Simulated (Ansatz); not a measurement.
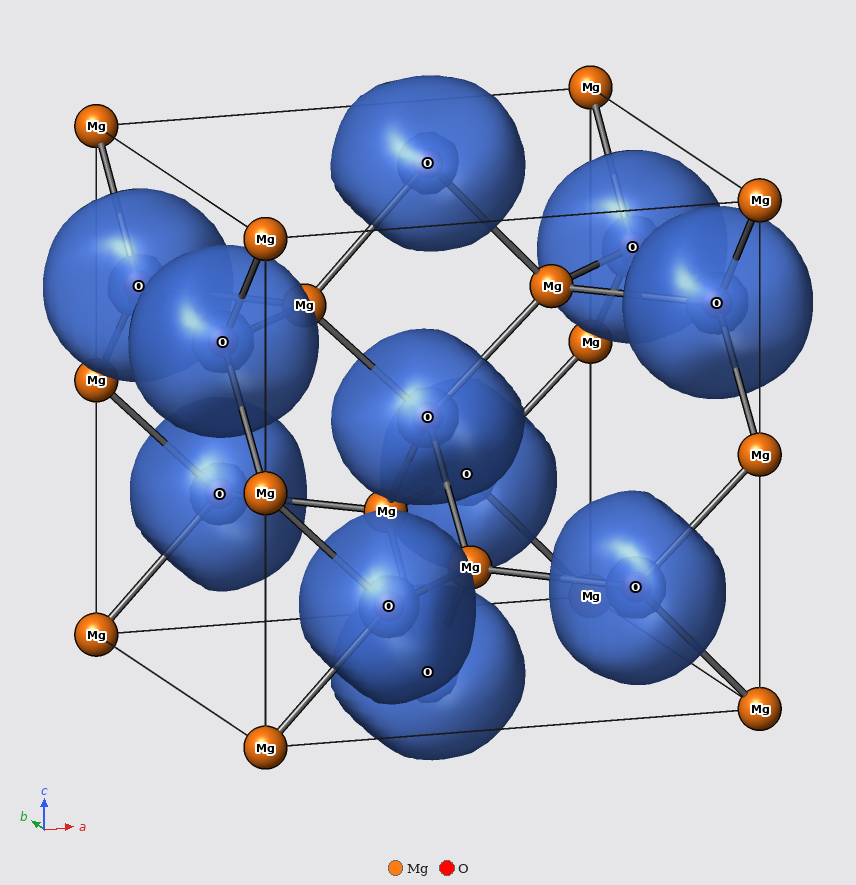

Figure. MgO. Isosurface of the electron localisation function at 0.65 (blue), seen slightly off an axis. Core shells and regions of very low density are left out. Sticks mark near contacts.

Space group P-4m2; a point of a scan over the structure, not its minimum; a structure from a database of computed crystals, not necessarily the ambient phase; not relaxed (largest force 0.7 eV/Å); PAW files of the earlier set (soft_1).

The calculation used DFT PBE, scalar-relativistic, plane waves, PAW (Ansatz 0.2.0).

In a PAW calculation such maps are meaningful between the atoms, not at the nuclei.

What do the ELF domains correspond to?

The ELF exceeds this value in six regions wrapped around O (the valence shell of each), counted in one cell of 12 atoms. Regions shared between cells count once. Along the contacts the grid gives the following. Mg–O (1.95 Å): the ELF peaks at about 0.85 in the valence shell of O, 0.7 Å from its nucleus, and is about 0.35 at the midpoint: an ionic contact with no shared pair. Mg–O (1.99 Å): the ELF peaks at about 0.85 in the valence shell of O, 0.6 Å from its nucleus, and is about 0.35 at the midpoint; an ionic contact with no shared pair.
